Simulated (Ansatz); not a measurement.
```
Al N
1.0
     4.63377    0.00000    0.00000
    -2.31688    4.01296    0.00000
     0.00000    0.00000   12.31349
Al N
6 18
Direct
  0.33333 0.66667 0.16667
  0.00000 0.00000 0.50000
  0.66667 0.33333 0.83333
  0.00000 0.00000 0.00000
  0.66667 0.33333 0.33333
  0.33333 0.66667 0.66667
  0.29467 0.33333 0.08333
  0.96133 0.66667 0.41667
  0.62800 0.00000 0.75000
  0.66667 0.96133 0.08333
  0.33333 0.29467 0.41667
  0.00000 0.62800 0.75000
  0.03867 0.70533 0.08333
  0.70533 0.03867 0.41667
  0.37200 0.37200 0.75000
  0.37200 0.00000 0.25000
  0.03867 0.33333 0.58333
  0.70533 0.66667 0.91667
  0.00000 0.37200 0.25000
  0.66667 0.70533 0.58333
  0.33333 0.03867 0.91667
  0.62800 0.62800 0.25000
  0.29467 0.96133 0.58333
  0.96133 0.29467 0.91667
```

Space group R-3c; built by placing these elements on a known structure type; not relaxed (largest force 1.2 eV/Å); computed pressure about 34 GPa in this cell.

Computed with DFT, PAW plane waves, PBE (Ansatz 0.2.0).

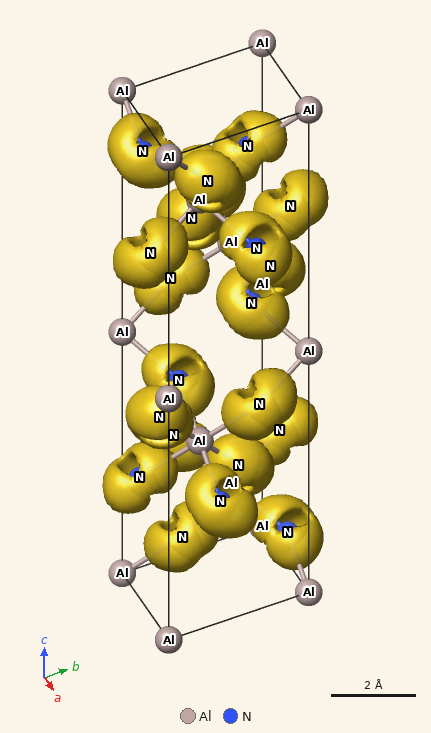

AlN$_{3}$. Isosurface of the ELF at 0.75 (yellow), seen at an oblique angle. Core shells are left out. Sticks mark near contacts.

### Identify the bonds, lone pairs and shells in this picture.

The surface consists of 18 regions on N in which the atom's valence shell and bonds are merged, counted in one cell of 24 atoms. Any copies at cell faces, edges or corners count once.

Values along the shortest contacts:
Al–N (1.79 Å): the ELF peaks at about 0.95 in the valence shell of N, 0.6 Å from its nucleus, and is about 0.85 at the midpoint.

### Does the calculation make it a metal, or give it a gap?

It is metallic or semimetallic at this level of theory: no gap opens.
